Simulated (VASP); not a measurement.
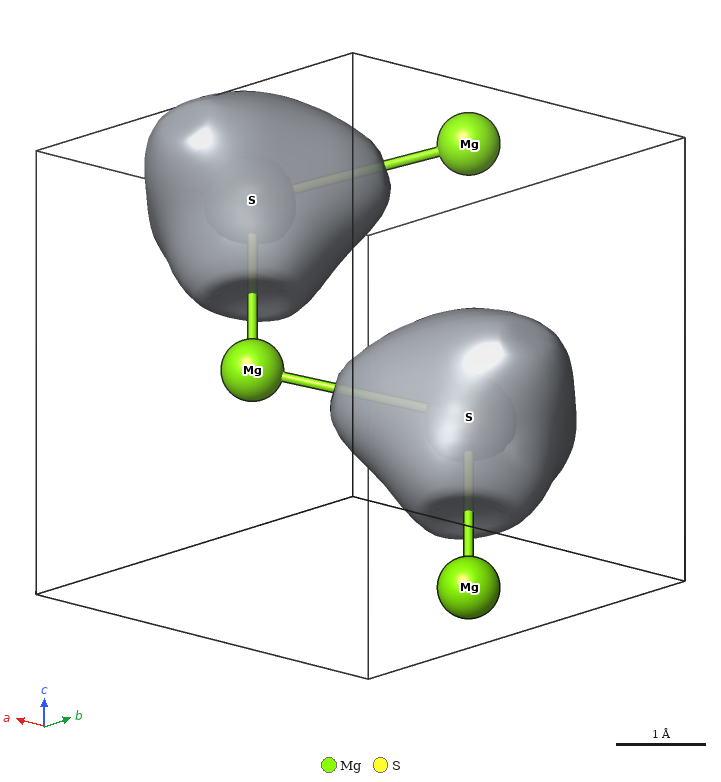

The picture shows: MgS. Isosurface of the ELF at 0.75 (grey), seen at an oblique angle. Core shells and regions of very low density are left out. Sticks mark near contacts.

Space group P6₃mc; a structure from a database of computed crystals, not necessarily the ambient phase; not relaxed (largest force 1.9 eV/Å).

Level of theory: Kohn-Sham DFT of a periodic cell, PBEsol, VASP PAW PBE potentials, recommended in VASP.

```yaml
crystal:
  lattice:
    - [4.25922, 0.00000, 0.00000]
    - [-2.12961, 3.68859, 0.00000]
    - [0.00000, 0.00000, 5.77181]
  atoms:
    - { symbol: Mg, position: [0.66667, 0.33333, 0.49575] }
    - { symbol: Mg, position: [0.33333, 0.66667, 0.99575] }
    - { symbol: S, position: [0.33333, 0.66667, 0.37924] }
    - { symbol: S, position: [0.66667, 0.33333, 0.87924] }
```

### Describe the localisation domains.

The surface consists of two regions wrapped around S (the valence shell of each), counted in one cell of 4 atoms. Any copies at cell faces, edges or corners count once. Profiles from the grid: Mg–S (2.21 Å): the ELF peaks at about 0.90 in the valence shell of S, 0.9 Å from its nucleus, and falls to about 0.75 next to Mg; a largely ionic contact. Mg–S (2.55 Å): the ELF peaks at about 0.90 in the valence shell of S, 0.9 Å from its nucleus, and falls to about 0.55 next to Mg; an ionic contact with no shared pair.
